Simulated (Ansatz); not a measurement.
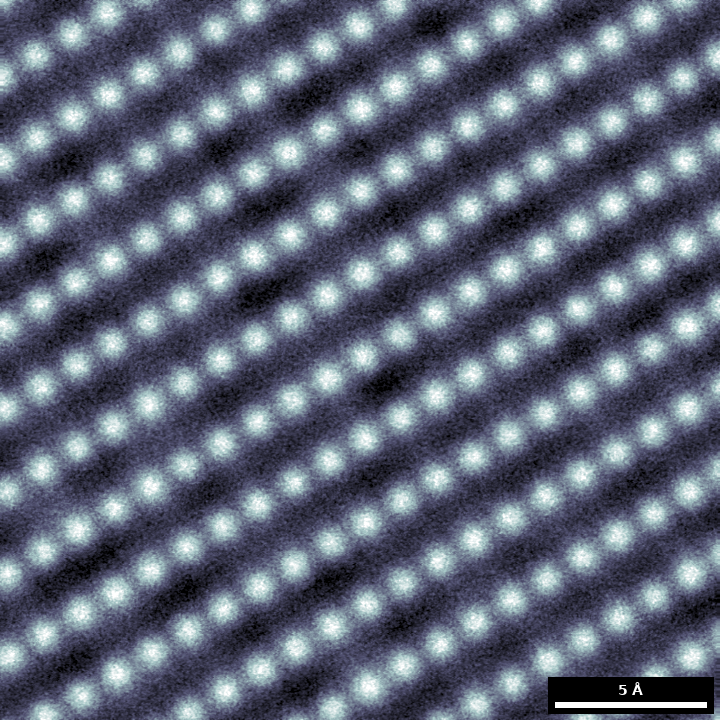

Integrated-DPC-like image of Pt (P6_3/mmc, No. 194) along [210]. Simulated as the projected potential of neutral atoms (B = 0.8 Å²) blurred by a 0.61 Å probe, the thin-sample limit of integrated differential phase contrast. The display is stretched by a gamma of 0.65; percentages refer to the linear signal. Shot noise, a slight drift and the speckle of an amorphous layer were added. Model: a calculation's starting geometry; the starting structure was generated, so it need not be a known form of this composition.

> Interpret the image.

The columns repeat on a rectangular net of 1.38 × 2.38 Å (plane group p2mm). All columns are alike (Pt). The shortest distance between visible columns is 1.38 Å in projection. Along the beam the structure repeats every 4.79 Å.
